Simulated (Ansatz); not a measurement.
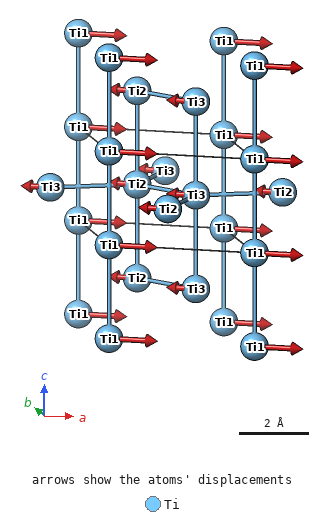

One vibrational mode of crystalline Ti relaxed at 11 GPa at the zone centre. Displacements are drawn as red arrows; their common scale and sign are arbitrary. The picture is a ball-and-stick view of the cell of the calculation, seen slightly off an axis.

Method: DFT PBE, scalar-relativistic, plane waves, PAW in Ansatz 0.2.0.

Input
```yaml
crystal:
  lattice:
    - [4.4548477787, 0.0, 0.0]
    - [-2.2274238893, 3.8580113464, 0.0]
    - [0.0, 0.0, 2.7558768819]
  atoms:
    - { symbol: Ti, position: [0.0, 0.0, 0.0] }
    - { symbol: Ti, position: [0.3333333333, 0.6666666667, 0.5] }
    - { symbol: Ti, position: [0.6666666667, 0.3333333333, 0.5] }
basis:
  ecutwfc: 420
kpoints:
  mp_grid: { grid: [12, 12, 14] }
hamiltonian:
  xc: pbe
scf:
  occupations: { method: fermi_dirac, width: 0.15 }
output:
  eigenvalues: true
phonons:
  method: dfpt
  eigenvectors: true
```

Command:
```bash
ansatz run input.yaml --threads 1 --pin off --max-ram 3072MiB --backend cpu --events-out ev --progress --plain --runs-dir out
```

The frequencies depend somewhat on the k-mesh and the smearing.

**Describe the mode and give its frequency.**

This is the E₁u mode (doubly degenerate; one member of the set is drawn) at 201 cm⁻¹, optical level 2 of 4, counted from below, infrared-active by symmetry. The Ti (1a) sublattice moves against the Ti (2d) sublattice, along a. The crystal is a metal, so free carriers screen the infrared response.
